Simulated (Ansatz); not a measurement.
# Leakage through LiCl between Li(100) and Li(100): one more thickness

The current through thinner LiCl barriers is known. What leaks through 5 layers at 0.25 V?

**Method.** Ansatz 0.2.0, plane waves with PAW datasets, PBE; a slab with two metal leads whose outer parts are reservoirs, with density and current solved under bias (Landauer, 300 K). The LiCl is strained to the lead's lattice, the interfaces are relaxed in a short slab (PBE+D3(BJ)), and bulk layers are laid on.

Results; the value marked ? is to be predicted:

```tsv
layers of LiCl	cell length (Å)	drop between the leads' cuts at 0.25 V (V)	current density at 0.25 V (A/m²)
1	62.00	0.198	3.42×10¹³
2	64.54	0.245	4.21×10¹²
3	67.09	0.247	1.01×10¹²
4	69.62	0.249	5.78×10¹⁰
5	72.17	0.249	?
```

Worked fit:

Deep in a barrier the current should fall by a fixed factor for each layer; the steps shown give 8.1, 4.2 and 17 per layer, so that is only roughly so here. A straight line through ln J for 2, 3 and 4 layers has the slope −2.144 per layer, a factor of 8.5; with about 2.54 Å per layer that is β = 0.84 Å⁻¹. Then J = exp(33.597 − 2.144 × 5). Predicted: 8.60×10⁹ A/m².

Check against the run:

1.15×10¹⁰ A/m², so the prediction is 25 % too low. From 4 to 5 layers the current falls by 5.0 per layer, against the fitted 8.5. The steps are uneven, so one factor describes this series only roughly.

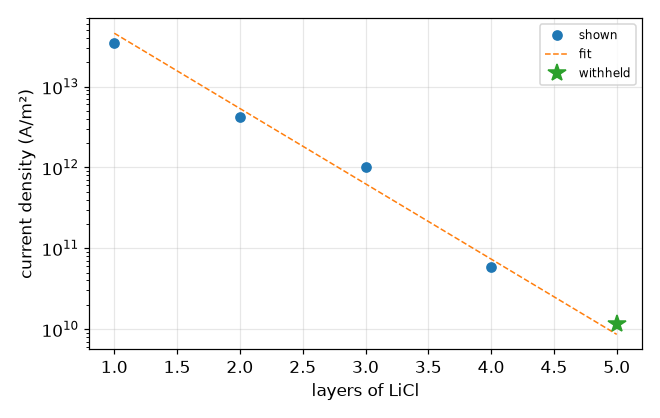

Current density against thickness.

**Limits.** On every other k-point the currents of these runs, at any bias, move by up to 24 %. A semilocal functional makes the barrier's gap too small; each thickness has its own relaxed interfaces.

[Logs are printed without paths, hosts, clocks, repeated set-up lines and the standing remarks that a program may print on its own settings, such as how far it seeks lower states.]
